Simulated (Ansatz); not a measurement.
## Geometry relaxation of Ir4O (part 2 of 2)

The same run, continued: Ir4O (slab, 5 atoms in the cell); DFT PBE, scalar-relativistic, plane waves, PAW, PAW set soft_1, no spin polarisation (Ansatz 0.2.0); cutoff 420 eV, 10×7×1 k-mesh, Gaussian smearing of 0.1 eV. The structure derives from an entry of the Crystallography Open Database. The input holds or restrains some coordinates. Forces given for the steps count only the free coordinates.

Geometry of the input (Å; fractional positions):
```
2.7368  0.0000  0.0000
0.0000  3.8704  0.0000
0.0000  0.0000  19.4599
Ir 0.5000  0.5000  0.2056
Ir 0.0000  0.0000  0.2759
Ir 0.5000  0.5000  0.3454
Ir 0.0000  0.0000  0.4090
O  0.3333  0.0000  0.4869
```

```
WARN: The output density's exchange-correlation potential varies sharply where the density is thin. Do not read a vacuum level from v_tot or v_xc, or from such a field of the output density. On a cell that repeats whose density bears no net charge and no dipole along the vacuum's axis use v_es (v_loc + v_h of the components); under efield.dipole_correction with no amplitude use v_es + v_field, which holds any external_charges[].barrier, or the levels of the report's work_function block, which leave it out; under a non-zero efield.amplitude the vacuum is tilted and has no level; on a cell that repeats and bears such a dipole with no correction it is tilted too, and efield.dipole_correction with no amplitude gives each side of its ramp a level where efield: is served; in a cell that repeats whose density bears a net charge (total_charge, or a fill off its count) it is curved and has none; of a slab under crystal.periodic whose density bears no net charge use v_es, which has a level on each side, short of where the two are joined; of another it falls or rises all the way out and has none; of a slab beside external_charges read slab_vacuum_level instead, which it has where they leave it neutral. The grid or the basis barely resolves most such structure, and the values can differ between equally converged runs; as a rule a tighter scf.convergence.dr2_threshold does not remove it. Where the density itself ripples (under the LDA too) a higher basis.ecutwfc lessens it. The files hold the spikes' plane waves up to the density's cutoff. Files: v_tot_of_output_density and the like, and their columns of v_z.tsv (output.write_potential); v_xc_of_output_density and the like, and their columns of v_comp_z.tsv (output.write_potential_components). Measured: with its Gaussian average of σ = 0.25 Å subtracted twice, the exchange-correlation potential is over 0.1 eV at 10 of the grid points where the equally averaged density (valence and model cores) is under 1e-3 e/Å³, and 0.178 eV at the most among them, at an averaged density of 8.4e-4 e/Å³. The input density's (outcome.potential() and, of a run that writes arrays, v_tot and v_xc) is over 0.1 eV, so measured, at 88 points of its own thin density, 0.180 eV at the most. See output.write_potential in the manual, Limitations
SCF converged after 4 iterations
Free energy (F): -48309.617941 eV
Harris-Foulkes:  -48309.617941 eV  (|F-HF|=1.23e-8)
Internal energy: -48309.586675 eV  (E = F + TS)
E sigma→0 (E₀):  -48309.602308 eV
Entropy (-TS):   -0.031266 eV (-6.253 meV/atom)
Fermi energy:    3.173649 eV
Dipole field:    D = -0.090091 V/Å  (p = -0.102624 e·Å, saw-weighted, corrected)
Work function:   Φ+ = 6.8839 eV   Φ− = 5.1308 eV
Levels:          The Fermi level and band energies are counted from a zero that moves with the ramp; work functions are not
--- Per-component energies (eV) ---
  E_band       = -1881.710495
  E_kinetic    = 2317.459795
  E_local      = -77845.161820  (includes V_loc(G=0)·N_el)
  E_nonlocal   = 813.141324
  E_hartree    = 37554.429645
  E_xc         = -986.107456
  E_vxc        = -1109.170610  (∫ρ·V_xc dr)
  E_paw        = -37222.063040  (= ΣΔE_a)
  E_vpaw       = -1163.882965  (= ΣTr[D̂ρ^β])
  E_aug_tail   = 0.002187  (compensation charges beyond the density's cutoff)
  E_efield     = 0.004623  (sawtooth field / dipole correction)
  E_vefield    = -2.945856  (∫n·V_field dr)
  E_ewald      = 27058.708067
  E_smearing   = -0.031266  (= −TS)
  E_closure    = 0.000000  (closes the sum)
  Σ components = -48309.617941   (vs F -48309.617941, Δ=0.00e0)
--- Forces (eV/Å), atoms counted from 1 ---
  atom   1  Ir    -0.04014467    -0.00000000     0.87823351
  atom   2  Ir    -0.11054245     0.00000000    -1.50179592
  atom   3  Ir     0.36309822     0.00000000    -0.92631178
  atom   4  Ir    -1.01914172    -0.00000000     1.54973950
  atom   5  O      0.80672944     0.00000000     0.00014923
  max |Σ_I F_I| component: 1.45e-5 eV/Å
--- Band table (eV; the first three rows and the last of 24) ---
  k-point 0: bands = ["-90.3505", "-89.5922", "-89.5319", "-88.6829", "-47.7061", "-46.9229", "-46.8547", "-46.5051", "-46.3819", "-46.2886", "-46.2462", "-46.2091", "-46.1245", "-45.4326", "-45.4277", "-45.3932", "-15.7901", "-6.4750", "-4.2979", "-3.6645", "-3.4354", "-2.5734", "-2.1512", "-1.9125", "-0.9569", "-0.8454", "-0.5220", "-0.4153", "-0.2178", "0.1565", "1.0585", "1.2586", "1.4455", "1.5234", "1.9283", "2.3582", "2.5999", "3.2093", "3.3179", "3.6252", "3.7859", "4.4459", "6.6528", "7.6553", "8.2835"]
  k-point 1: bands = ["-90.3503", "-89.5911", "-89.5331", "-88.6829", "-47.7103", "-46.9112", "-46.8510", "-46.5290", "-46.3824", "-46.2850", "-46.2308", "-46.2122", "-46.1296", "-45.4349", "-45.4254", "-45.3942", "-15.7840", "-6.2359", "-4.2616", "-3.7569", "-3.3680", "-2.6732", "-2.1625", "-1.9130", "-0.8401", "-0.8049", "-0.4770", "-0.2135", "-0.0353", "0.3286", "0.7112", "1.0020", "1.2457", "1.7761", "2.2370", "2.3385", "2.5653", "3.0135", "3.3666", "3.5710", "3.9328", "4.2813", "6.3703", "6.6955", "8.4639"]
  k-point 2: bands = ["-90.3499", "-89.5883", "-89.5361", "-88.6831", "-47.7195", "-46.8861", "-46.8444", "-46.5501", "-46.4143", "-46.2760", "-46.2339", "-46.1806", "-46.1422", "-45.4382", "-45.4221", "-45.3966", "-15.7702", "-5.5897", "-4.2578", "-3.9376", "-3.1719", "-2.7888", "-2.1484", "-1.8403", "-0.9524", "-0.7365", "-0.3399", "0.0897", "0.2685", "0.4819", "0.6269", "0.9309", "1.2286", "1.5573", "2.2202", "2.3337", "2.8945", "2.9209", "3.0516", "3.7209", "4.0148", "4.1621", "4.8634", "6.2632", "7.4516"]
  k-point 23: bands = ["-90.3299", "-89.5656", "-89.5196", "-88.6637", "-47.7636", "-47.1659", "-46.9159", "-46.6335", "-46.5553", "-46.3128", "-46.2947", "-46.2697", "-46.2649", "-45.7389", "-45.4103", "-45.4014", "-15.3938", "-4.1980", "-3.7338", "-3.1253", "-2.5895", "-2.4328", "-2.0181", "-1.5774", "-1.3688", "-0.8006", "-0.5422", "-0.4206", "0.2913", "0.4787", "0.9020", "0.9363", "1.9484", "2.3512", "2.7326", "3.3415", "3.6820", "4.0348", "4.1689", "4.5198", "5.1605", "6.7308", "9.1583", "9.5261", "10.1773"]
--- Relaxed structure (3 steps of the walk, 3 accepted, 0 SCFs on fresh bases) ---
  F+E_penalty+E_count = -48309.61794120 eV   max|allowed force component| = 1.492e-4 eV/Å
  atoms:
    - { symbol: Ir, position: [0.5, 0.49999999999999994, 0.205550444] }
    - { symbol: Ir, position: [0.0, 0.0, 0.2758682253] }
    - { symbol: Ir, position: [0.5, 0.49999999999999994, 0.3454282602] }
    - { symbol: Ir, position: [0.0, 0.0, 0.4090424736] }
    - { symbol: O, position: [0.3333333333, 0.0, 0.48722137009913125] }
```

Trajectory as extended XYZ (Å, eV, eV/Å), 3 frames, from step=1 to step=3:
```
5
Lattice="2.7368 0.0000 0.0000 0.0000 3.8704 0.0000 0.0000 0.0000 19.4599" Properties=species:S:1:pos:R:3:forces:R:3 step=1 energy=-48309.61715
Ir    1.3684    1.9352    4.0000   -0.0405   0.0000   0.8769
Ir    0.0000    0.0000    5.3684   -0.1134   0.0000  -1.5073
Ir    1.3684    1.9352    6.7220    0.3666   0.0000  -0.9345
Ir    0.0000    0.0000    7.9599   -1.1075   0.0000   1.3417
O     0.9123    0.0000    9.4742    0.8946   0.0000   0.2228
5
Lattice="2.7368 0.0000 0.0000 0.0000 3.8704 0.0000 0.0000 0.0000 19.4599" Properties=species:S:1:pos:R:3:forces:R:3 step=2 energy=-48309.61792
Ir    1.3684    1.9352    4.0000   -0.0402   0.0000   0.8779
Ir    0.0000    0.0000    5.3684   -0.1110   0.0000  -1.5030
Ir    1.3684    1.9352    6.7220    0.3637   0.0000  -0.9273
Ir    0.0000    0.0000    7.9599   -1.0349   0.0000   1.5126
O     0.9123    0.0000    9.4800    0.8223   0.0000   0.0398
5
Lattice="2.7368 0.0000 0.0000 0.0000 3.8704 0.0000 0.0000 0.0000 19.4599" Properties=species:S:1:pos:R:3:forces:R:3 step=3 energy=-48309.61794
Ir    1.3684    1.9352    4.0000   -0.0401   0.0000   0.8782
Ir    0.0000    0.0000    5.3684   -0.1105   0.0000  -1.5018
Ir    1.3684    1.9352    6.7220    0.3631   0.0000  -0.9263
Ir    0.0000    0.0000    7.9599   -1.0191   0.0000   1.5497
O     0.9123    0.0000    9.4813    0.8067   0.0000   0.0001
```

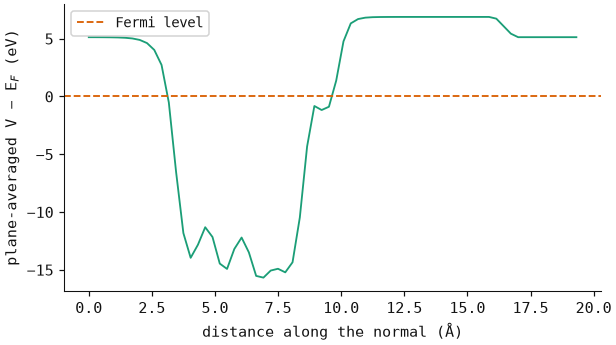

Figure 1. Plane average of the electrostatic potential energy of an electron across the cell, from the Fermi level. The vacuum level lies 6.88 eV above the Fermi level on the upper side and 5.13 eV on the lower.

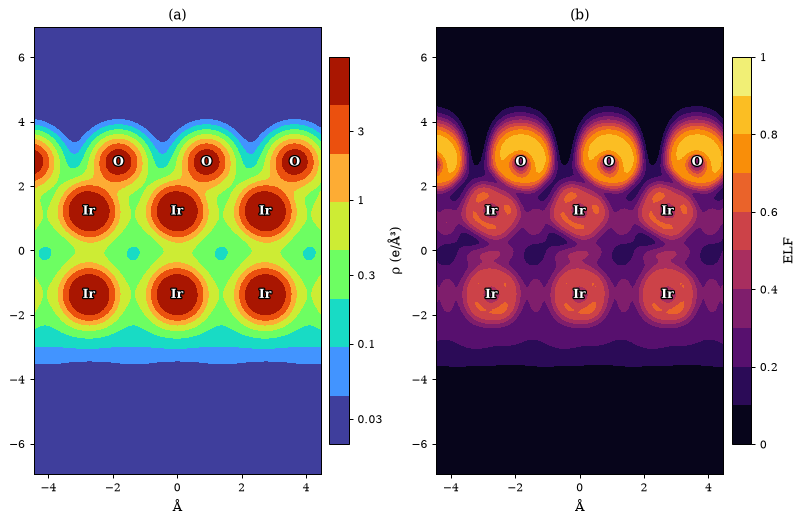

Figure 2. (a) valence charge density (pseudo); (b) ELF on the (010) plane of the calculation cell, a cut from vacuum to vacuum. Ir–O (1.77 Å): the density is about 1.7 e/Å³ at the midpoint; the ELF is about 0.35 at the midpoint. Ir–Ir (2.59 Å): ρ is about 0.59 e/Å³ halfway; the ELF is about 0.40 at the midpoint; no localised pair between them. Ir–Ir (2.74 Å): ρ is about 0.42 e/Å³ halfway; the ELF is about 0.35 at the midpoint; no shared electron pair. The density dies away to nearly zero in the vacuum. The strong features right at Ir lie inside the PAW spheres (semicore, d or f shells) and say nothing about bonding. Core electrons are frozen (PAW), so the fields are smoothed inside the atomic spheres.

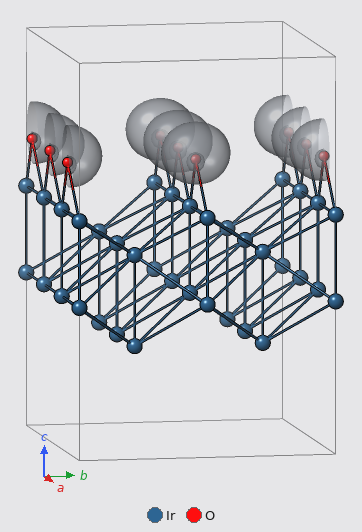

Figure 3. Isosurface of the electron localisation function at 0.6 (grey), seen slightly off an axis. Only the valence region is drawn (cores and ρ < 0.01 e/Å³ removed). Sticks mark near contacts. Along the contacts the grid gives the following. Ir–O (1.77 Å): the ELF is about 0.35 at the midpoint. Ir–Ir (2.59 Å): the ELF is about 0.40 at the midpoint (no localised pair between them).
